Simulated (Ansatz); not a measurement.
# Does disorder add resistance in series? Au(111) layers with 75 % Re

Two lengths of the disordered region are known. What area resistance does the third give?

**Method.** Ansatz 0.2.0, plane waves with PAW datasets at their recommended cutoffs (420 eV for most), Fermi-Dirac smearing; ballistic transmission by layer matching. The area resistance is RA = A (h/2e²)(1/T − 1/N), with T the zone-mean transmission per spin and N the lead's channels, both averaged over a few energies near the Fermi level; for magnets each spin is taken apart, with h/e², and the two conduct in parallel. Lateral cell 2x2, PBE, a fresh random draw for each length.

The runs, with one result withheld:

| length (Å) | channels N | RA (fΩ m²) |
| --- | --- | --- |
| 9.42 | 3.203 | 1.50 |
| 18.8 | 3.210 | 2.46 |
| 28.3 | 3.197 | ? |

Worked fit:

Ohm's law makes RA linear in the length: the slope is (2.46 − 1.50)/(18.8 − 9.42) = 0.102 fΩ m² per Å, or 102 µΩ cm. Then 2.46 + 0.102 × 9.42. Predicted: 3.42 fΩ m².

Check against the run:

4.18 fΩ m², so the prediction is 18 % too low. The three lengths together give 143 µΩ cm. Single draws scatter; these runs don't part the causes of the miss, and leave the question open.

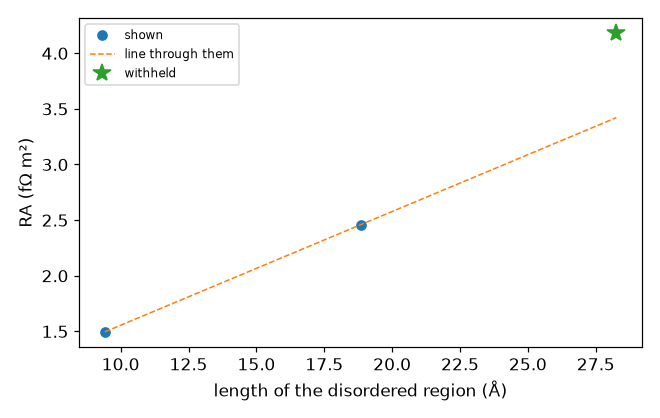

Area resistance against length.

Caveats: The scatterers repeat sideways with the small cell. The slope is a raw one; a model of isotropic scattering puts it 1.00 times the bulk value over these lengths. Atoms sit unrelaxed on the host's lattice, and the pair may not mix at random in practice. Spin-orbit coupling is left out, which matters for Au and Re.
